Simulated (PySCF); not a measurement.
# Run report: C6H6O, NMR shielding calculation

System: C6H6O, SMILES Oc1ccccc1.
Method: GIAO WP04/pcSseg-2 NMR shielding, non-relativistic, IEF-PCM chloroform (PySCF 2.14.0).

The geometry comes from this level: PBE0-D3(BJ)/def2-TZVP. Figures and captions count atoms from 1; the log counts them from 0 in places.

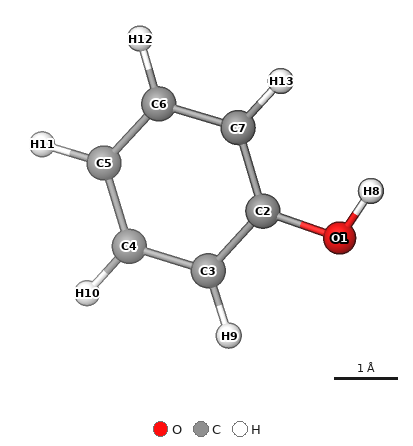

*The input geometry (ball-and-stick view, seen at a tilt; atoms are numbered from 1 in the order of the input).*

Bond lengths as drawn: C–C 1.38 to 1.39 Å, C–H 1.08 to 1.09 Å, C–O 1.36 Å and H–O 0.96 Å.

### Input file
```
{"job": {"kind": "nmr", "xc": "WP04", "basis": "pcSseg-2", "pop": false, "solvent": "chloroform"}, "charge": 0, "multiplicity": 1}
O      2.475574    -0.199105     0.105809
C      1.123962    -0.098668     0.046796
C      0.398401    -1.271959    -0.123760
C     -0.982765    -1.218944    -0.190114
C     -1.653608    -0.007123    -0.087865
C     -0.923342     1.158371     0.082234
C      0.461210     1.118540     0.150116
H      2.852743     0.676627     0.226035
H      0.932340    -2.211098    -0.202394
H     -1.542726    -2.137653    -0.322909
H     -2.734715     0.026946    -0.141180
H     -1.431679     2.112307     0.163966
H      1.029196     2.034684     0.284128
```

The first line tells a small driver script what to run in PySCF; the rest is the geometry in Å.

Machine: 2 CPU threads, shared host.

Launch command:
```bash
OMP_NUM_THREADS=2 python <driver script> task.json out
```

### Log
```
coarse grid: 11328 points
cycle   1  E = -314.6200923618  dE =  1.127e+00  |g| = 9.632e-01  |ddm| = 2.863e+00
cycle   2  E = -314.4366780917  dE =  1.834e-01  |g| = 1.374e+00  |ddm| = 2.355e+00
cycle   3  E = -314.7913731332  dE = -3.547e-01  |g| = 2.074e-01  |ddm| = 1.694e+00
cycle   4  E = -314.7995244681  dE = -8.151e-03  |g| = 5.873e-02  |ddm| = 1.791e-01
cycle   5  E = -314.8003061455  dE = -7.817e-04  |g| = 1.521e-02  |ddm| = 4.745e-02
cycle   6  E = -314.8003456372  dE = -3.949e-05  |g| = 7.879e-03  |ddm| = 1.688e-02
cycle   7  E = -314.8003612950  dE = -1.566e-05  |g| = 1.411e-03  |ddm| = 5.954e-03
cycle   8  E = -314.8003616868  dE = -3.918e-07  |g| = 7.330e-04  |ddm| = 1.515e-03
final grid: 110688 points
cycle   9  E = -314.8065658801  dE = -2.039e-04  |g| = 8.324e-03  |ddm| = 1.147e-01
cycle  10  E = -314.8065554058  dE =  1.047e-05  |g| = 1.050e-02  |ddm| = 1.661e-02
cycle  11  E = -314.8065824741  dE = -2.707e-05  |g| = 2.076e-03  |ddm| = 8.813e-03
cycle  12  E = -314.8065832531  dE = -7.790e-07  |g| = 6.913e-04  |ddm| = 1.964e-03
cycle  13  E = -314.8065833537  dE = -1.006e-07  |g| = 1.761e-04  |ddm| = 5.777e-04
cycle  14  E = -314.8065833596  dE = -5.932e-09  |g| = 8.683e-05  |ddm| = 1.746e-04
cycle  15  E = -314.8065833614  dE = -1.758e-09  |g| = 8.503e-06  |ddm| = 5.751e-05
cycle  16  E = -314.8065833614  dE = -1.125e-11  |g| = 4.644e-06  |ddm| = 9.640e-06
```

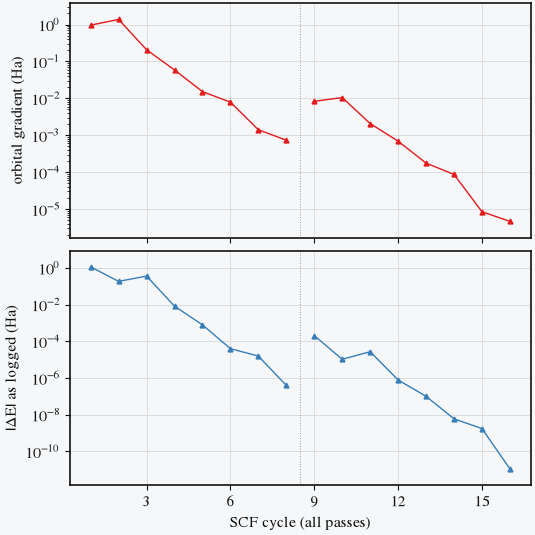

*Convergence of the self-consistent field: orbital gradient and size of the energy change against the SCF cycle. The dotted line marks the change from a coarse to the final integration grid.*

The first 8 cycles use a coarse grid, the final grid takes over at cycle 9, and the field converges after 16 cycles in all.

```
converged SCF energy = -314.8065833614

GIAO shielding tensors (ppm)
atom      isotropic    diamagn.    paramagn.     s11        s22        s33       span
  0 O      207.502     386.171    -178.669    155.909    217.451    249.145     93.236
  1 C        5.378     254.508    -249.130    -87.480     -1.330    104.943    192.422
  2 C       51.071     253.748    -202.677    -39.594     36.817    155.991    195.585
  3 C       35.051     253.125    -218.074    -78.328     20.727    162.754    241.082
  4 C       45.653     254.317    -208.664    -64.273     35.133    166.097    230.371
  5 C       35.530     253.697    -218.166    -77.739     22.336    161.995    239.734
  6 C       52.324     257.075    -204.751    -36.417     44.946    148.442    184.860
  7 H       26.813      31.031      -4.218     18.703     25.496     36.240     17.538
  8 H       24.866      30.881      -6.016     21.697     24.412     28.489      6.792
  9 H       24.487      30.287      -5.800     21.451     24.318     27.693      6.242
 10 H       24.861      30.595      -5.735     21.873     24.938     27.772      5.899
 11 H       24.532      30.851      -6.319     21.450     24.383     27.764      6.315
 12 H       25.098      32.918      -7.820     21.850     24.696     28.747      6.896
```

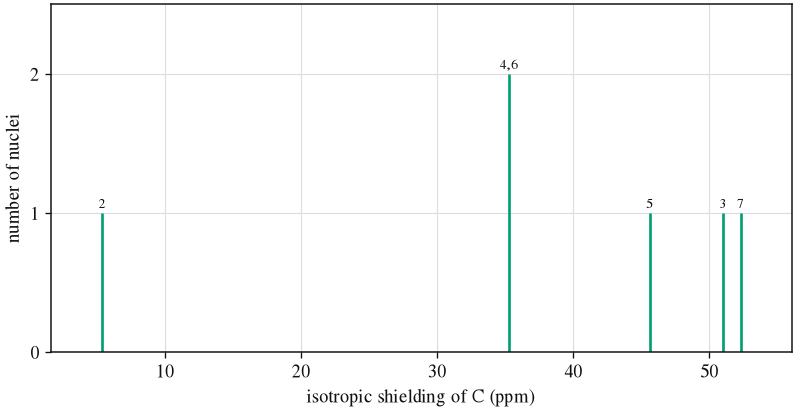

*Isotropic shieldings of the carbon nuclei in this fixed geometry, labelled by atom number; shielding grows to the right, so chemical shift grows to the left.*

The least shielded is C2 (5.4 ppm), the most shielded C7 (52.3 ppm).

### Key numbers

| quantity | value |
| --- | --- |
| outcome | converged |
| total energy | −314.806583 hartree |
| HOMO | −7.69 eV |
| LUMO | −2.29 eV |
| dipole moment | 1.65 D |
| isotropic shielding, O | 207.5 ppm |
| isotropic shielding, C | 5.4 to 52.3 ppm |
| isotropic shielding, H | 24.5 to 26.8 ppm |
| wall time | 84 s (CPU time 2.8 min) |
| peak memory | 2.5 GiB |
